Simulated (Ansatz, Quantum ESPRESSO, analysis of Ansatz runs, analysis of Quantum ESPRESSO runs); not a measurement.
**Charge-transition level of substitutional P in diamond (PBE) (Quantum ESPRESSO)**

How near does this set-up come to the measured charge-transition level? Subject: substitutional P in diamond. Set-up: PBE, GBRV 1.5 PBE, 64-site cell, measured lattice, k: the zone centre alone then 2x2x2 shifted, start relaxed with Ansatz. The model is a cell of 64 host atoms with 1 C taken out and 1 P put in. The level is the Fermi energy at which two charge states have equal formation energy, after a correction for the images of the charge. The measured lattice removes the functional's error in the volume.

Measured beforehand: (+1/0) level below the conduction-band bottom: 0.6 eV, by known donor activation energy used as empirical marker; method not stated in the paper (quoted in “Hunting the elusive shallow n-type donor – An ab initio study of Li and N co-doped diamond”, 2021, S. Conejeros et al., quoting earlier work (2000)). (+1/0) level below the conduction-band bottom: 0.62 eV, by donor ionization energy (cited; method not stated) (quoted in “Phosphorescence and donor-acceptor pair recombination in laboratory-grown diamonds”, 2023, Jiahui Zhao et al., quoting earlier work (2013)).

Main program and level: Quantum ESPRESSO 7.5; Quantum ESPRESSO plane-wave DFT, PBE, GBRV 1.5 PBE potentials; relaxation of all atoms of a defect supercell.

## (1) The structure

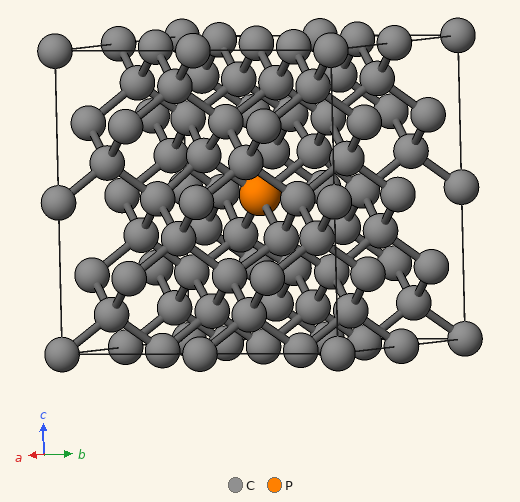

The cell as given, slightly off an axis (carbon grey, phosphorus orange). Bonds to atoms that aren't drawn are left out. Some periodic images of atoms are drawn too.

The cell holds 64 atoms: 63 C and 1 P. Its edges and angles: a = 7.133 Å, b = 7.133 Å, c = 7.133 Å, α = 90.0°, β = 90.0°, γ = 90.0°. It derives from C (space group Fd-3m). Nearest the centre at fractional (0.375, 0.375, 0.375): P8 at 0.01 Å, C27 at 1.69 Å, C4 at 1.69 Å, C42 at 1.70 Å, C49 at 1.70 Å, C14 at 2.56 Å, C5 at 2.56 Å, C15 at 2.56 Å. The cell carries charge +1.

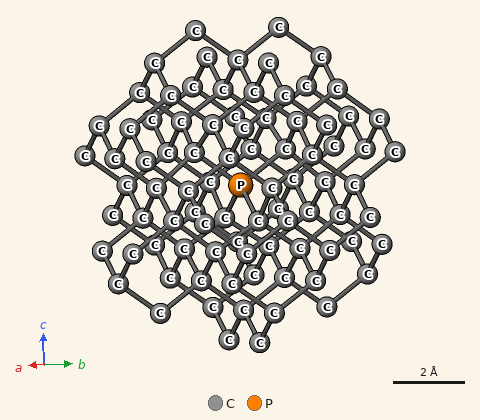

The atoms within 5 Å of the centre.

The host's primitive cell comes from a first run (Quantum ESPRESSO plane-wave DFT, PBE, GBRV 1.5 PBE potentials; relaxation of all atoms of a defect-free cell): vectors of 2.522, 2.522 and 2.522 Å. That is 5.67 Å³ an atom. The supercell is built on it.

This program's steps are dear, so the start below was first relaxed with Ansatz (plane-wave PAW DFT, PBE; 7.1 s).

## (2) Relaxation, charge +1

Every later number rests on the structure around the defect, so the atoms are relaxed at the host's lattice first.

File pw.in:

```
&CONTROL
  calculation = 'relax'
  prefix = 'pwscf'
  outdir = './tmp'
  pseudo_dir = './pseudo'
  tprnfor = .true.
  disk_io = 'low'
  nstep = 70
  forc_conv_thr = 0.00078
  etot_conv_thr = 0.0001
/
&SYSTEM
  ibrav = 0
  nat = 64
  ntyp = 2
  ecutwfc = 45
  ecutrho = 360
  nbnd = 132
  occupations = 'smearing'
  smearing = 'fd'
  degauss = 0.00073499
  tot_charge = 1
  nosym = .true.
/
&ELECTRONS
  conv_thr = 6d-08
  electron_maxstep = 100
  mixing_beta = 0.5
/
&IONS
  ion_dynamics = 'bfgs'
/
ATOMIC_SPECIES
C     12.0110 c_pbe_v1.2.uspp.F.UPF
P     30.9738 p_pbe_v1.5.uspp.F.UPF
CELL_PARAMETERS angstrom
   7.1334800000    0.0000000000    0.0000000000
   0.0000000000    7.1334800000    0.0000000000
   0.0000000000    0.0000000000    7.1334800000
ATOMIC_POSITIONS crystal
C     -0.0012509686   -0.0017665722    0.2494522723
C     -0.0012903245    0.2501465965   -0.0024263181
C      0.2505992604   -0.0017625624   -0.0023924668
C      0.2383255749    0.2379656157    0.2371868569
C      0.1215964903    0.1211521880    0.3740289121
C      0.1215457408    0.3747744411    0.1204206502
C      0.3751590872    0.1211317090    0.1204904047
P      0.3755928330    0.3751380845    0.3744377194
C      0.0005559862    0.0001509655    0.7495153840
C     -0.0004208075    0.2500034548    0.4996234733
C      0.2504574366   -0.0008256370    0.4996343617
C      0.2504757559    0.2499828906    0.7504961568
C      0.1251981270    0.1247318006    0.8742001533
C      0.1215736090    0.3755647874    0.6284896352
C      0.3760839861    0.1210993058    0.6285276832
C      0.3755914276    0.3751419423    0.8745241621
C     -0.0004441234    0.5003506438    0.2493386439
C      0.0005723811    0.7501477729   -0.0005365678
C      0.2504451934    0.5003280872   -0.0015253908
C      0.2504572383    0.7511400152    0.2493324416
C      0.1215673197    0.6291722068    0.3749413724
C      0.1252036159    0.8748107075    0.1240599280
C      0.3760693481    0.6291327525    0.1205004978
C      0.3755874885    0.8751493618    0.3744959834
C     -0.0012620911    0.5001616993    0.7513503715
C     -0.0013082120    0.7520570861    0.4994833538
C      0.2383549396    0.5123521941    0.5116995309
C      0.2505363212    0.7520579228    0.7513261695
C      0.1251797253    0.6255692491    0.8747476473
C      0.1251435393    0.8755014496    0.6248657587
C      0.3751287586    0.6291678368    0.6284938449
C      0.3755952206    0.8751133226    0.8744717990
C      0.5007397916   -0.0008613071    0.2493664415
C      0.5007503304    0.2499620083   -0.0015285539
C      0.7506296828    0.0001398892   -0.0005264137
C      0.7516375674    0.2499764939    0.2493458614
C      0.6295781477    0.1211401655    0.3749282678
C      0.6296173364    0.3755298950    0.1204638069
C      0.8753456337    0.1247288185    0.1240839715
C      0.8755882852    0.3751859191    0.3744937471
C      0.5006615364   -0.0017762264    0.7513894081
C      0.5127954881    0.2379258875    0.5117500495
C      0.7524482651   -0.0017518880    0.4994922877
C      0.7524424328    0.2501574001    0.7513185994
C      0.6260242527    0.1247404194    0.8747863994
C      0.6295788658    0.3747833105    0.6284792808
C      0.8758633553    0.1247478022    0.6248849009
C      0.8755835109    0.3751477510    0.8744260755
C      0.5129044579    0.5123532874    0.2372597035
C      0.5006276166    0.7520167937   -0.0023832978
C      0.7524745141    0.5001392216   -0.0024175804
C      0.7524494442    0.7520837955    0.2494188386
C      0.6296237224    0.6291941032    0.3740329088
C      0.6259685503    0.8754917795    0.1240727064
C      0.8758592230    0.6255538864    0.1240672193
C      0.8755838756    0.8751573416    0.3744593536
C      0.5007082026    0.5002929204    0.7505126595
C      0.5007412578    0.7511416218    0.4996312384
C      0.7516057775    0.5003513368    0.4996323158
C      0.7506392634    0.7501439630    0.7495111198
C      0.6259981427    0.6255297709    0.8741843821
C      0.6260185412    0.8748043936    0.6248836810
C      0.8753249879    0.6255524872    0.6248909934
C      0.8755974624    0.8751467493    0.8744988436
K_POINTS gamma
```

Command:

```console
OMP_NUM_THREADS=1 mpirun -n 4 pw.x -in pw.in > pw.out
```

Output:

```text
This program is part of the open-source Quantum ESPRESSO suite
     for quantum simulation of materials; please cite
         "P. Giannozzi et al., J. Phys.:Condens. Matter 21 395502 (2009);
         "P. Giannozzi et al., J. Phys.:Condens. Matter 29 465901 (2017);
         "P. Giannozzi et al., J. Chem. Phys. 152 154105 (2020);
          URL
     in publications or presentations arising from this work. More details at

     gamma-point specific algorithms are used

     Subspace diagonalization in iterative solution of the eigenvalue problem:
     a serial algorithm will be used

     --------------------
     sticks:   dense  smooth     PW     G-vecs:    dense   smooth      PW
     Min        1299     647    164                70634    24964    3132
     Max        1302     650    165                70640    24974    3137
     Sum        5201    2593    657               282545    99873   12533

     Using Slab Decomposition

     bravais-lattice index     =            0
     lattice parameter (alat)  =      13.4803  a.u.
     unit-cell volume          =    2449.6326 (a.u.)^3
     number of atoms/cell      =           64
     number of atomic types    =            2
     number of electrons       =       256.00
     number of Kohn-Sham states=          132
     kinetic-energy cutoff     =      45.0000  Ry
     charge density cutoff     =     360.0000  Ry
     scf convergence threshold =      6.0E-08
     mixing beta               =       0.5000
     number of iterations used =            8  plain     mixing
     energy convergence thresh.=      1.0E-04
     force convergence thresh. =      7.8E-04
     Exchange-correlation=  SLA  PW   PBX  PBC
                           (   1   4   3   4   0   0   0)
     nstep                     =           70

     celldm(1)=  13.480324  celldm(2)=   0.000000  celldm(3)=   0.000000
     celldm(4)=   0.000000  celldm(5)=   0.000000  celldm(6)=   0.000000

     crystal axes: (cart. coord. in units of alat)
               a(1) = (   1.000000   0.000000   0.000000 )
               a(2) = (   0.000000   1.000000   0.000000 )
               a(3) = (   0.000000   0.000000   1.000000 )

     reciprocal axes: (cart. coord. in units 2 pi/alat)
               b(1) = (  1.000000  0.000000  0.000000 )
               b(2) = (  0.000000  1.000000  0.000000 )
               b(3) = (  0.000000  0.000000  1.000000 )

     PseudoPot. # 1 for C  read from file:
     c_pbe_v1.2.uspp.F.UPF
     Pseudo is Ultrasoft + core correction, Zval =  4.0
     Generated by new atomic code, or converted to UPF format
     Using radial grid of  721 points,  4 beta functions with:
                l(1) =   0
                l(2) =   0
                l(3) =   1
                l(4) =   1
     Q(r) pseudized with  8 coefficients,  rinner =    1.100   1.100   1.100

     PseudoPot. # 2 for P  read from file:
     p_pbe_v1.5.uspp.F.UPF
     Pseudo is Ultrasoft + core correction, Zval =  5.0
     Generated by new atomic code, or converted to UPF format
     Using radial grid of  903 points,  6 beta functions with:
                l(1) =   0
                l(2) =   0
                l(3) =   1
                l(4) =   1
                l(5) =   2
                l(6) =   2
     Q(r) pseudized with  8 coefficients,  rinner =    1.300   1.300   1.300
                                                       1.300   1.300

     atomic species   valence    mass     pseudopotential
     C                 4.00    12.01100     C ( 1.00)
     P                 5.00    30.97380     P ( 1.00)

     No symmetry found

   Cartesian axes

     site n.     atom                  positions (alat units)
         1        C      tau(   1) = (  -0.0012510  -0.0017666   0.2494523  )
         2        C      tau(   2) = (  -0.0012903   0.2501466  -0.0024263  )
         3        C      tau(   3) = (   0.2505993  -0.0017626  -0.0023925  )
         4        C      tau(   4) = (   0.2383256   0.2379656   0.2371869  )
         5        C      tau(   5) = (   0.1215965   0.1211522   0.3740289  )
         6        C      tau(   6) = (   0.1215457   0.3747744   0.1204207  )
         7        C      tau(   7) = (   0.3751591   0.1211317   0.1204904  )
         8        P      tau(   8) = (   0.3755928   0.3751381   0.3744377  )
         9        C      tau(   9) = (   0.0005560   0.0001510   0.7495154  )
        10        C      tau(  10) = (  -0.0004208   0.2500035   0.4996235  )
        11        C      tau(  11) = (   0.2504574  -0.0008256   0.4996344  )
[...]
60        C      tau(  60) = (   0.7506393   0.7501440   0.7495111  )
        61        C      tau(  61) = (   0.6259981   0.6255298   0.8741844  )
        62        C      tau(  62) = (   0.6260185   0.8748044   0.6248837  )
        63        C      tau(  63) = (   0.8753250   0.6255525   0.6248910  )
        64        C      tau(  64) = (   0.8755975   0.8751467   0.8744988  )

     number of k points=     1  Fermi-Dirac smearing, width (Ry)=  0.0007
                       cart. coord. in units 2pi/alat
        k(    1) = (   0.0000000   0.0000000   0.0000000), wk =   2.0000000

     Dense  grid:   141273 G-vectors     FFT dimensions: (  81,  81,  81)

[...]
17.5654  17.5664  17.5667  17.9747

     the Fermi energy is    14.8130 ev

!    total energy              =    -739.17190767 Ry
     estimated scf accuracy    <       0.00000001 Ry
     smearing contrib. (-TS)   =       0.00000000 Ry
     internal energy E=F+TS    =    -739.17190767 Ry

     The total energy is F=E-TS. E is the sum of the following terms:
     one-electron contribution =     261.42977810 Ry
     hartree contribution      =      62.88250061 Ry
     xc contribution           =    -238.44038699 Ry
     ewald contribution        =    -825.04379939 Ry

     convergence has been achieved in  10 iterations

     Forces acting on atoms (cartesian axes, Ry/au):

     atom    1 type  1   force =     0.00005344    0.00039825   -0.00000867
     atom    2 type  1   force =     0.00011056   -0.00013516    0.00015266
     atom    3 type  1   force =    -0.00023356    0.00021096    0.00007036
     atom    4 type  1   force =     0.00007224   -0.00032993    0.00014862
     atom    5 type  1   force =     0.00045505    0.00060386    0.00018550
     atom    6 type  1   force =     0.00058280    0.00000581    0.00081280
     atom    7 type  1   force =     0.00008829    0.00044641    0.00024592
     atom    8 type  2   force =    -0.00000967    0.00006176    0.00035243
     atom    9 type  1   force =     0.00000617   -0.00003049   -0.00007533
     atom   10 type  1   force =    -0.00006961   -0.00000399    0.00000397
[...]
Total force =     0.003476     Total SCF correction =     0.000230

     BFGS Geometry Optimization
     Energy error            =      1.2E-05 Ry
     Gradient error          =      8.6E-04 Ry/Bohr

     number of scf cycles    =   1
     number of bfgs steps    =   0

     energy             new  =    -739.1719076687 Ry

     new trust radius        =       0.0011292935 bohr
     new conv_thr            =       0.0000000600 Ry

ATOMIC_POSITIONS (crystal)
C               -0.0012470046       -0.0017370292        0.2494516289
C               -0.0012821227        0.2501365701       -0.0024149936
C                0.2505819343       -0.0017469128       -0.0023872471
C                0.2383309337        0.2379411411        0.2371978815
C                0.1216302468        0.1211969839        0.3740426729
C                0.1215889742        0.3747748718        0.1204809455
C                0.3751656371        0.1211648244        0.1205086473
P                0.3755921156        0.3751426658        0.3744638631
C                0.0005564436        0.0001487037        0.7495097957
C               -0.0004259714        0.2500031590        0.4996237679
[...]
NEW-OLD atomic charge density approx. for the potential

     Self-consistent Calculation

     iteration #  1     ecut=    45.00 Ry     beta= 0.50
     Davidson diagonalization with overlap
     ethr =  1.00E-06,  avg # of iterations =  2.0

     Threshold (ethr) on eigenvalues was too large:
     Diagonalizing with lowered threshold

     Davidson diagonalization with overlap
     ethr =  2.96E-10,  avg # of iterations =  5.0

     total energy              =    -739.17191362 Ry
     estimated scf accuracy    <       0.00000120 Ry

     iteration #  2     ecut=    45.00 Ry     beta= 0.50
     Davidson diagonalization with overlap
     ethr =  4.67E-10,  avg # of iterations =  2.0

     total energy              =    -739.17191378 Ry
     estimated scf accuracy    <       0.00000019 Ry

     iteration #  3     ecut=    45.00 Ry     beta= 0.50
     Davidson diagonalization with overlap
     ethr =  7.25E-11,  avg # of iterations =  2.0

     End of self-consistent calculation

          k = 0.0000 0.0000 0.0000 (  6267 PWs)   bands (ev):

[...]
9.0279   9.0280   9.1278   9.1279   9.3580   9.4383   9.4384   9.4386
     9.4456   9.4458   9.4459   9.5499   9.5501   9.5502   9.6523   9.6527
     9.6527  10.5843  10.5844  10.5844  10.5898  10.5899  10.6400  10.6401
    10.6402  10.6815  10.7677  10.7678  10.7679  10.7746  10.7747  10.8750
    10.8752  10.8752  10.9930  10.9931  10.9933  13.6723  13.6726  13.6728
    17.5654  17.5659  17.5662  17.9752

     the Fermi energy is    14.8135 ev

!    total energy              =    -739.17191381 Ry
     estimated scf accuracy    <       0.00000004 Ry
     smearing contrib. (-TS)   =       0.00000000 Ry
     internal energy E=F+TS    =    -739.17191381 Ry

     The total energy is F=E-TS. E is the sum of the following terms:
     one-electron contribution =     261.43867378 Ry
     hartree contribution      =      62.87790448 Ry
     xc contribution           =    -238.44030014 Ry
     ewald contribution        =    -825.04819192 Ry

     convergence has been achieved in   3 iterations

     Forces acting on atoms (cartesian axes, Ry/au):

[...]
atom   60 type  1   force =    -0.00003225    0.00013947    0.00005483
     atom   61 type  1   force =    -0.00007944   -0.00000521   -0.00002847
     atom   62 type  1   force =    -0.00011222    0.00013290   -0.00005067
     atom   63 type  1   force =    -0.00005412   -0.00009358   -0.00005830
     atom   64 type  1   force =     0.00001229    0.00007098   -0.00007587

     Total force =     0.001643     Total SCF correction =     0.000407
     SCF correction compared to forces is large: reduce conv_thr to get better values
     Energy error            =      6.1E-06 Ry
     Gradient error          =      4.3E-04 Ry/Bohr

     bfgs converged in   2 scf cycles and   1 bfgs steps
     (criteria: energy <  1.0E-04 Ry, force <  7.8E-04 Ry/Bohr)

     End of BFGS Geometry Optimization

     Final energy             =    -739.1719138074 Ry

     File ./tmp/pwscf.bfgs deleted, as requested
Begin final coordinates

ATOMIC_POSITIONS (crystal)
[...]
C                0.7506292520        0.7501455456        0.7495081133
C                0.6260057254        0.6255457899        0.8741918444
C                0.6260204788        0.8748166453        0.6248972147
C                0.8753151922        0.6255684892        0.6248932056
C                0.8755942440        0.8751443578        0.8744936646
End final coordinates

=------------------------------------------------------------------------------=
   JOB DONE.
=------------------------------------------------------------------------------=
```

Elapsed: 17 s, on 4 MPI ranks of Arm Neoverse V1, shared host; peak memory 0.78 GiB.

No atom moved by 0.005 Å in the relaxation.

Neighbours of P8 at the end:

| atom | distance (Å) |
| --- | --- |
| C42 | 1.696 |
| C49 | 1.696 |
| C27 | 1.696 |
| C4 | 1.696 |
| C23 | 2.562 |
| C5 | 2.562 |
| C46 | 2.562 |
| C7 | 2.562 |
| C37 | 2.562 |
| C14 | 2.562 |
| C31 | 2.562 |
| C21 | 2.562 |
| C38 | 2.562 |
| C6 | 2.562 |
| C53 | 2.562 |
| C15 | 2.562 |

[end of part 1 of 4]

[Logs are printed without paths, hosts, clocks, repeated set-up lines and the standing remarks that a program may print on its own settings, such as how far it seeks lower states.]

[Hosts, paths, dates, database ids (printed as entryN), source tags and the programs' standing remarks are cut or masked in the printed files.]

[For some hosts the program warned that the k-mesh of the response run may be too coarse for force constants and the static dielectric constant; such warnings are not shown here.]
